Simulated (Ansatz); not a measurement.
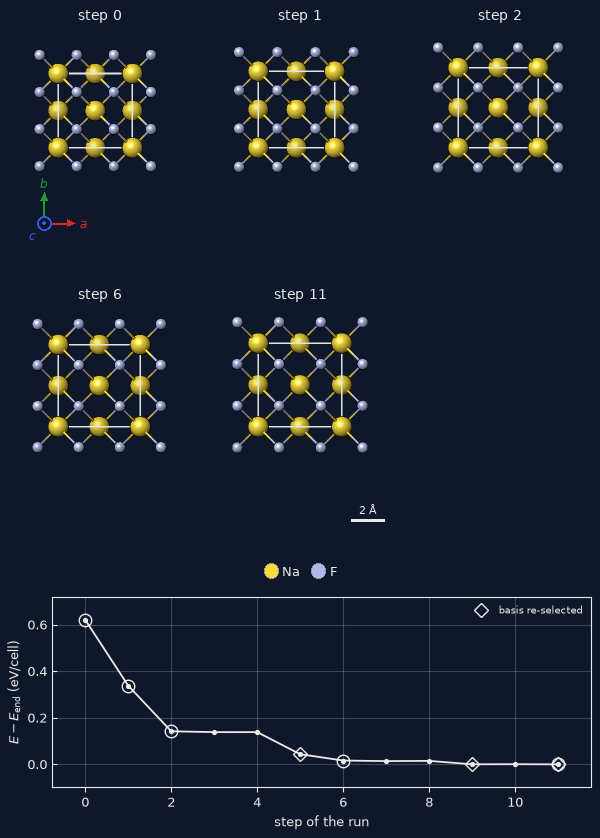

Frames of a relaxation of a crystal of NaF (built on the zincblende type), marked on the history of the run. The picture is a ball-and-stick view of the conventional cell (4 times the calculation's cell), seen along the c axis. Lengths and directions refer to the drawn axes.

Computed with DFT, PBEsol, plane waves, PAW in Ansatz 0.2.0. Set-up: plane-wave cutoff 420 eV; k-point mesh 8 × 8 × 8; occupations fermi dirac; smearing width 0.03 eV; no spin polarisation; cell and atoms relaxed; force threshold 0.01 eV/Å; at most 120 steps.

What happens along the run?

Answer. The atoms keep their places relative to the cell (all moves are under 0.005 Å). The volume changes by +43.0 %, with a = b = c 4.516 → 5.088 Å (+12.7 %). Among the contacts that change: Na–Na 3.193 → 3.598 Å, F–Na 1.956 → 2.203 Å. The space group stays F-43m (No. 216). Over 8 accepted moves (11 points after the start) the energy falls by 0.621 eV per cell of the calculation. All forces vanish by symmetry, so only the cell relaxes. The pressure goes from 27.94 to 0.05 GPa. At 3 points the geometry stayed and the basis and grid were re-selected for the new cell (energy shift of 95.0 meV per cell of the calculation at most each time). Cost: 30 s on 2 threads of AMD EPYC (Zen 3), on a shared host, peak memory 0.32 GiB. From step 0 to 1: volume +9.2 %, energy −0.283 eV per cell of the calculation. From step 1 to 2: volume +14.8 %, energy −0.196 eV per cell of the calculation. From step 2 to 6: volume +8.2 %, energy −0.126 eV per cell of the calculation. From step 6 to 11: volume +5.4 %, energy −16.4 meV per cell of the calculation.

```tsv
step	E − E(0), meV/atom	pressure, GPa	volume, Å³/atom	note
0	0.00	27.94	11.513	
1	-141.51	16.29	12.577	
2	-239.38	2.34	14.441	
3	-241.24	0.10	14.808	
4	-241.21	0.00	14.826	
5	-288.70	4.62	14.826	same geometry, new basis
6	-302.24	2.00	15.621	
7	-303.51	0.25	16.284	
8	-303.00	-0.01	16.383	
9	-310.31	0.23	16.383	same geometry, new basis
10	-310.17	0.04	16.469	
11	-310.45	0.05	16.469	same geometry, new basis
```
